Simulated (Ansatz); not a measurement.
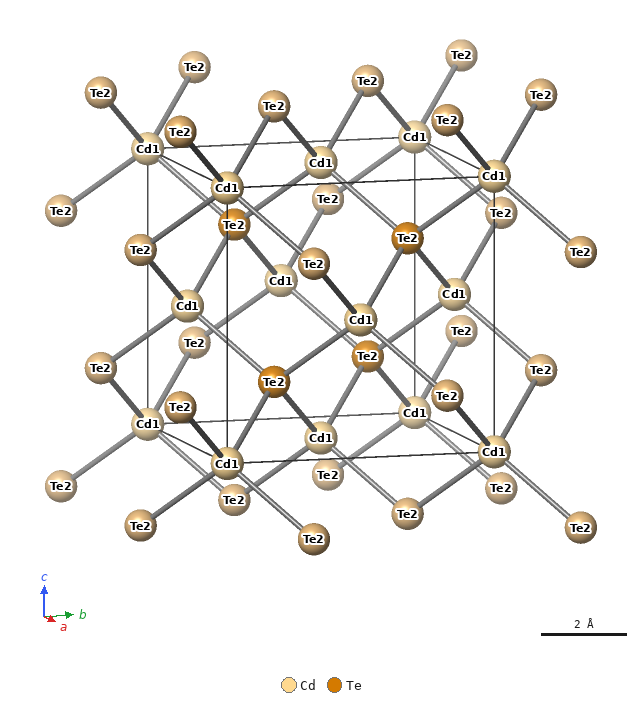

*The input geometry (ball-and-stick view of the cell 4 times as large as that of the calculation, set on its symmetry axes, seen slightly off an axis; neighbours outside the cell are drawn fainter; atoms are numbered from 1 in the order of the input).*

Near neighbours in the crystal (not all of them lie inside the picture): Cd has 4 Te at 2.84 Å; Te has 4 Cd at 2.84 Å.

# Run report: CdTe, single-point calculation

The run: single-point calculation of CdTe (F-43m, 2 atoms in the cell). Method and program: DFT, PBE, plane waves, PAW, no spin polarisation (Ansatz 0.2.0).

The structure was built on a prototype by a generator. The geometry comes from this level: r2SCAN. Figures and captions count atoms from 1; the log counts them from 0 in places.

### Input
```yaml
crystal:
  lattice:
    - [0.0, 3.2799551172, 3.2799551172]
    - [3.2799551172, 0.0, 3.2799551172]
    - [3.2799551172, 3.2799551172, 0.0]
  atoms:
    - { symbol: Cd, position: [0.0, 0.0, 0.0] }
    - { symbol: Te, position: [0.25, 0.25, 0.25] }
kpoints:
  mp_grid: { grid: [4, 4, 4] }
hamiltonian:
  xc: pbe
scf:
  occupations: { method: fixed }
  n_extra_bands: 4
output:
  forces: true
  stress: true
  eigenvalues: true
  write_density: true
  write_potential: true
  elf: true
  volumetric_format: npy
```

Launched with:
```bash
ansatz run input.yaml --threads 4 --pin off --max-ram 3686MiB --backend cpu --events-out ev --progress --plain --runs-dir out
```

### The program's output
```
scf.n_extra_bands = 4 over 18 filled bands (N_el = 36.0): the run solves 22 bands
Engine: ansatz 0.2.0, aarch64-unknown-linux-gnu
Pseudopotentials: kind: paw
Pseudopotential: Cd, paw, valence charge 20, recommended cutoff 420 eV (normal), Cd.paw.azcp
Pseudopotential: Te, paw, valence charge 16, recommended cutoff 420 eV (normal), Te.paw.azcp
Functional definition: PBE
  parameter kappa = 0.804
  parameter beta = 0.06672455060314922
  exchange = pbe_x(kappa = kappa, mu = beta*pi^2/3)
  correlation = pbe_c(beta = beta)
Crystal: 2 atoms, lattice volume = 70.572 Å³
Basis set: ecut = 420 eV, 1411 PW (Γ), exchange–correlation on 64×64×64 points (8 copies of the dense FFT grid, shifted against one another)
Bands: 22, of which v1, the nominal top of the filled ones, is band 18 counted from 1 (17 counted from 0)
Symmetry: 24 space group operations
Space group: F-43m (ITA 216), of the structure as read, at distance tolerance 4.1e-5 Å
k-points: 8 of 64 (time reversal used)
Non-local potential: Cd, projectors of the file, l = 0: 3, l = 1: 2, l = 2: 2, l = 3: 1
Non-local potential: Te, projectors of the file, l = 0: 2, l = 1: 2, l = 2: 2, l = 3: 2
PAW form: soft (Blöchl's): semilocal exchange-correlation on the pseudo side does not see the compensation charge
PAW one-centre angular grid: Cd, 590 points (default); XC on 64 Gauss nodes
PAW one-centre angular grid: Te, 590 points (default); XC on 64 Gauss nodes
Initial density: superposition of atomic densities (neutral atoms: chi_scale 0, normalization atom), corrected by the library's trained network
Initial wavefunctions: pseudopotential atomic-orbital guess
Functional: x = pbe(κ = 0.804, μ = 0.2195149727645171), c = pbe(β = 0.06672455060314922)
SCF iter   1: F=—  HF=-15235.274096 eV  |F-HF|=—  |Δ(HF+E_count)|=         —  Δρ=7.00e-4  dr2=7.04e-4  ethr=1.77e-3  ⟨swp⟩=4.8  Hψ=683  notcnv=0  defer=10
preconditioner: auto → none  [insulator: Δε(μ)=0.640 eV  Ē_g=11.226 eV  n_scr=14 (ndim 8)  ℏωp=18.8 eV  f_vac=0.199  ε∞_Penn≈3.8]
SCF iter   2: F=—  HF=-15235.274195 eV  |F-HF|=—  |Δ(HF+E_count)|=   9.94e-5  Δρ=3.06e-4  dr2=5.67e-5  ethr=1.95e-6  ⟨swp⟩=4.0  Hψ=480  notcnv=0  defer=12
SCF iter   3: F=—  HF=-15235.274270 eV  |F-HF|=—  |Δ(HF+E_count)|=   7.52e-5  Δρ=1.08e-4  dr2=5.95e-6  ethr=1.58e-7  ⟨swp⟩=2.1  Hψ=319  notcnv=0  defer=12
SCF iter   4: F=—  HF=-15235.274297 eV  |F-HF|=—  |Δ(HF+E_count)|=   2.73e-5  Δρ=4.51e-5  dr2=1.13e-6  ethr=1.65e-8  ⟨swp⟩=2.0  Hψ=256  notcnv=0  defer=14
iter 5 did not close the SCF: its close was put off for the readings that it lacked (scf_convergence_deferred on its scf_iter line)
SCF iter   5: F=-15235.274309 eV  HF=-15235.274308 eV  |F-HF|=6.59e-7  |Δ(HF+E_count)|=   1.04e-5  Δρ=1.06e-5  dr2=6.03e-8  ethr=3.14e-9  ⟨swp⟩=2.0  Hψ=256  notcnv=0  defer=16
SCF iter   6: F=-15235.274309 eV  HF=-15235.274309 eV  |F-HF|=7.57e-9  |Δ(HF+E_count)|=   7.62e-7  Δρ=1.66e-6  dr2=2.72e-9  ethr=1.68e-10  ⟨swp⟩=10.4  Hψ=1336  notcnv=0
SCF 1 converged in 6 iterations: F = -15235.274309 eV  dr2 = 2.72e-9
  greatest PAW one-centre occupation: 1.000 electrons in one spin orbital (limit 2), on the Cd atom at site 0 (counted from 0), in its partial waves of l = 0
```

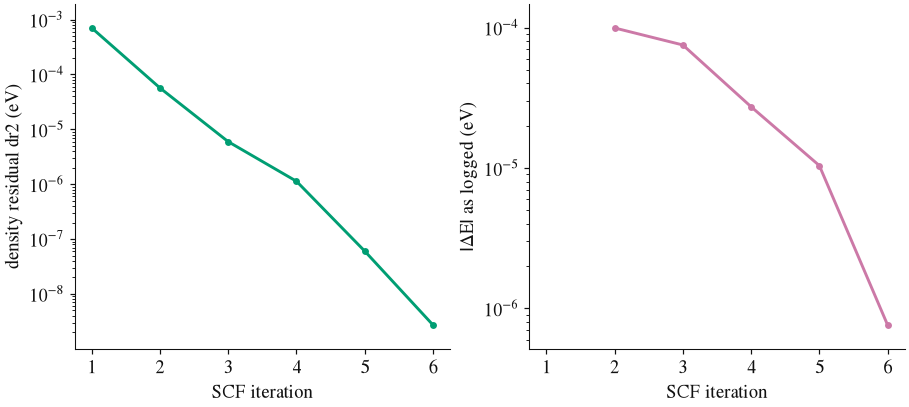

*Convergence of the self-consistent field: density residual dr2 and size of the energy change against the SCF iteration.*

The residual falls at every step.

```
SCF converged after 6 iterations
Free energy (F): -15235.274309 eV
Harris-Foulkes:  -15235.274309 eV  (|F-HF|=7.57e-9)
Internal energy: -15235.274309 eV  (E = F + TS)
E sigma→0 (E₀):  -15235.274309 eV
Fermi energy:    6.982746 eV
--- Per-component energies (eV) ---
  E_band       = -803.924644
  E_kinetic    = 685.214245
  E_local      = -5499.078960  (includes V_loc(G=0)·N_el)
  E_nonlocal   = -276.639349
  E_hartree    = 2766.468558
  E_xc         = -300.772396
  E_vxc        = -325.424361  (∫ρ·V_xc dr)
  E_paw        = -8746.096690  (= ΣΔE_a)
  E_vpaw       = -920.935966  (= ΣTr[D̂ρ^β])
  E_aug_tail   = -0.000164  (compensation charges beyond the density's cutoff)
  E_ewald      = -3864.369553
  E_smearing   = -0.000000  (= −TS)
  E_closure    = -0.000000  (closes the sum)
  Σ components = -15235.274309   (vs F -15235.274309, Δ=0.00e0)
--- Forces (eV/Å), atoms counted from 1 ---
  atom   1  Cd     0.00000000    -0.00000000     0.00000000
  atom   2  Te    -0.00000000     0.00000000     0.00000000
  max |Σ_I F_I| component: 1.78e-16 eV/Å
--- Stress (GPa, compression-positive) ---
        1.194878      -0.000000      -0.000000
       -0.000000       1.194878       0.000000
       -0.000000       0.000000       1.194878
  P = ⅓ Tr σ = 1.1949 GPa (11.949 kbar)
--- Band table (eV; the first three rows and the last of 8) ---
  k-point 0: bands = ["-95.0812", "-56.1441", "-56.1441", "-56.1441", "-28.9284", "-28.9284", "-28.9284", "-28.9216", "-28.9216", "-3.9840", "-1.2081", "-1.2081", "-1.2081", "-0.9753", "-0.9753", "6.9827", "6.9827", "6.9827", "7.6330", "11.6040", "11.6040", "11.6040"]
  k-point 1: bands = ["-95.0812", "-56.1441", "-56.1441", "-56.1441", "-28.9284", "-28.9283", "-28.9283", "-28.9215", "-28.9215", "-3.8007", "-1.1760", "-1.1760", "-1.0191", "-0.9755", "-0.9755", "4.3479", "6.5841", "6.5841", "8.9000", "12.1333", "12.1333", "12.2735"]
  k-point 2: bands = ["-95.0811", "-56.1441", "-56.1441", "-56.1441", "-28.9285", "-28.9282", "-28.9282", "-28.9214", "-28.9214", "-3.6210", "-1.1513", "-1.1513", "-0.9671", "-0.9671", "-0.6474", "2.7570", "6.2592", "6.2592", "8.7562", "12.1858", "12.1858", "14.0082"]
  k-point 7: bands = ["-95.0811", "-56.1441", "-56.1441", "-56.1441", "-28.9284", "-28.9283", "-28.9279", "-28.9215", "-28.9213", "-3.5122", "-1.0983", "-1.0921", "-1.0007", "-0.9743", "-0.4479", "2.9619", "4.8005", "4.9340", "11.1014", "11.6712", "12.4905", "13.3079"]
```

### File rho_z.tsv
```
# z_ang	rho[e/angstrom^3]
# format = ansatz-planar-average/11
# lattice	0.000000000	3.279955117	3.279955117
# lattice	3.279955117	0.000000000	3.279955117
# lattice	3.279955117	3.279955117	0.000000000
# sites	2
# site	48	0.000000000	0.000000000	0.000000000
# site	52	1.639977559	1.639977559	1.639977559
0.000000	1.218809e0
0.144955	1.188402e0
0.289910	1.071295e0
0.434865	9.336065e-1
0.579820	8.390664e-1
0.724775	8.151504e-1
0.869729	8.453329e-1
1.014684	8.842918e-1
1.159639	8.845435e-1
1.304594	8.200644e-1
1.449549	6.951705e-1
1.594504	5.376927e-1
1.739459	3.838282e-1
1.884414	2.625883e-1
2.029369	1.846622e-1
2.174324	1.408223e-1
2.319279	1.138499e-1
2.464233	9.346944e-2
2.609188	7.786968e-2
2.754143	6.680202e-2
2.899098	5.978132e-2
3.044053	5.695475e-2
3.189008	5.890013e-2
3.333963	6.737873e-2
3.478918	8.629822e-2
3.623873	1.240333e-1
3.768828	1.954276e-1
3.913782	3.170970e-1
4.058737	4.964903e-1
4.203692	7.203624e-1
4.348647	9.505284e-1
4.493602	1.133138e0
```

### File v_z.tsv
```
# z_ang	v_es[eV]	v_tot[eV]
# format = ansatz-planar-average/11
# xc	pbe
# density_cutoff_ev	1680
# datasets	Cd=:simpson_from_first_knot:soft	Te=:simpson_from_first_knot:soft
# lattice	0.000000000	3.279955117	3.279955117
# lattice	3.279955117	0.000000000	3.279955117
# lattice	3.279955117	3.279955117	0.000000000
# sites	2
# site	48	0.000000000	0.000000000	0.000000000
# site	52	1.639977559	1.639977559	1.639977559
0.000000	2.934607e0	-7.727536e0
0.144955	2.207546e0	-8.729989e0
0.289910	1.876890e0	-9.219353e0
0.434865	2.092055e0	-9.079351e0
0.579820	2.855039e0	-8.310710e0
0.724775	4.050258e0	-7.018239e0
0.869729	5.458672e0	-5.415304e0
1.014684	6.779597e0	-3.818523e0
1.159639	7.703361e0	-2.573272e0
1.304594	8.039924e0	-1.889520e0
1.449549	7.850581e0	-1.700320e0
1.594504	7.427287e0	-1.693233e0
1.739459	7.077120e0	-1.552286e0
1.884414	7.020600e0	-1.078120e0
2.029369	7.367266e0	-2.050378e-1
2.174324	8.086638e0	9.986304e-1
2.319279	8.991690e0	2.347695e0
2.464233	9.795910e0	3.556887e0
2.609188	1.030959e1	4.419892e0
2.754143	1.057280e1	4.967267e0
2.899098	1.066448e1	5.228373e0
3.044053	1.060227e1	5.207856e0
3.189008	1.039586e1	4.985750e0
3.333963	1.001705e1	4.485908e0
3.478918	9.417517e0	3.542234e0
3.623873	8.636747e0	2.223502e0
3.768828	7.782873e0	7.232726e-1
3.913782	6.937117e0	-8.222582e-1
4.058737	6.130583e0	-2.327287e0
4.203692	5.355241e0	-3.771180e0
4.348647	4.596747e0	-5.140396e0
4.493602	3.795759e0	-6.459994e0
```

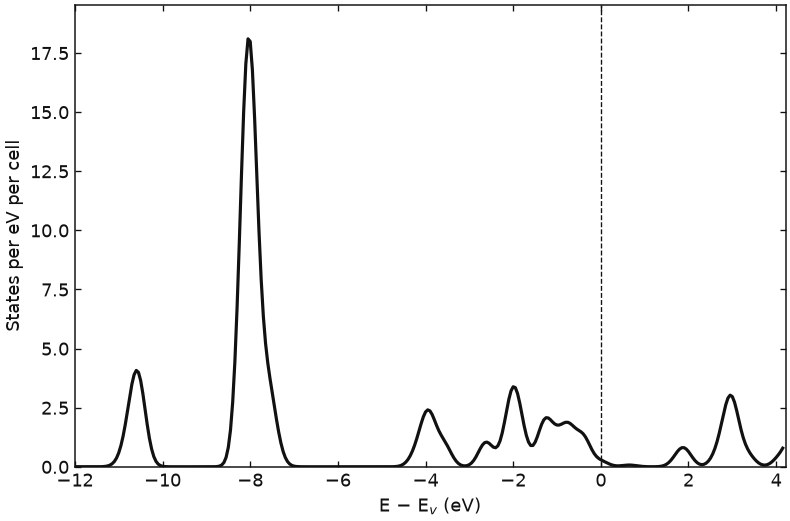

*Density of states (the curve is built from the levels of the k mesh with Gaussians 0.4 eV wide, which also blur the band edges), with energies from the valence-band top.*

There is a gap of 0.65 eV on the k-point mesh. Small ripples come from the finite k-point mesh.

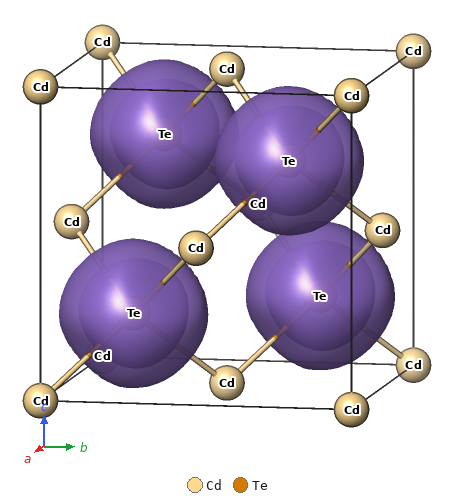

*Isosurface of the ELF at 0.6 (purple), seen slightly off an axis. Core shells and regions of very low density are left out. Sticks mark near contacts. The outline is the cell set on symmetry axes.*

Values along the shortest contacts: Cd–Te (2.84 Å): the ELF is about 0.50 at the midpoint. The fields are those of the smooth PAW valence density.

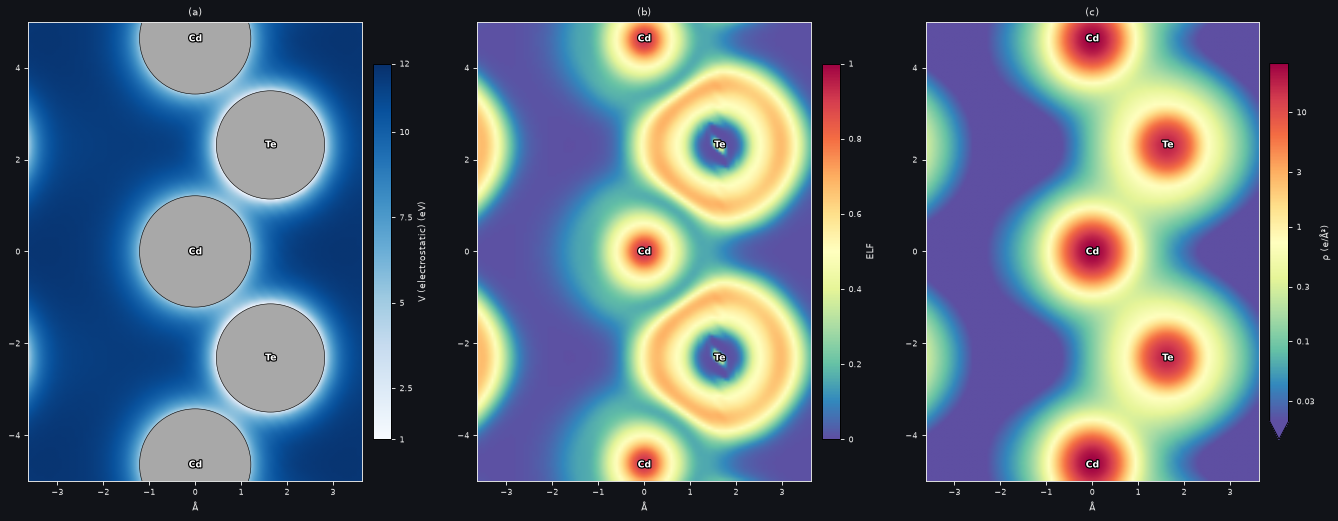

*(a) electrostatic potential energy of an electron; (b) electron localisation function; (c) valence pseudo-density on the (011) plane of the conventional cell. Grey discs, where drawn, cover atomic cores.*

The plane passes through Cd and Te nuclei. Cd–Te (2.84 Å): the density is about 0.34 e/Å³ at the midpoint; the ELF is about 0.50 at the midpoint. Away from the nuclei the density in this plane falls to 0.006 e/Å³ at its lowest. The strong features right at Cd lie inside the PAW spheres (semicore, d or f shells) and say nothing about bonding. Outside the cores the potential energy rises away from the atoms and is highest about 2.8 Å from the nearest atoms; outside the discs it spans about 10 eV, and its zero is arbitrary.

### Key numbers

- outcome: converged
- space group (tolerance 0.01 Å): F-43m (216)
- electrons treated: 36
- free energy: −15235.2743 eV
- Fermi energy: 6.983 eV
- gap on the k-point mesh: 0.65 eV
- pressure: 1.19 GPa
- largest force (length of the vector): under 0.001 eV/Å
- hardware: 4 threads of Arm Neoverse N1, 98 GiB of memory available, shared host
- wall time: 1.4 s (CPU time 3.4 s)
- peak memory: 0.36 GiB

Spin-orbit coupling is left out, which matters for Te.
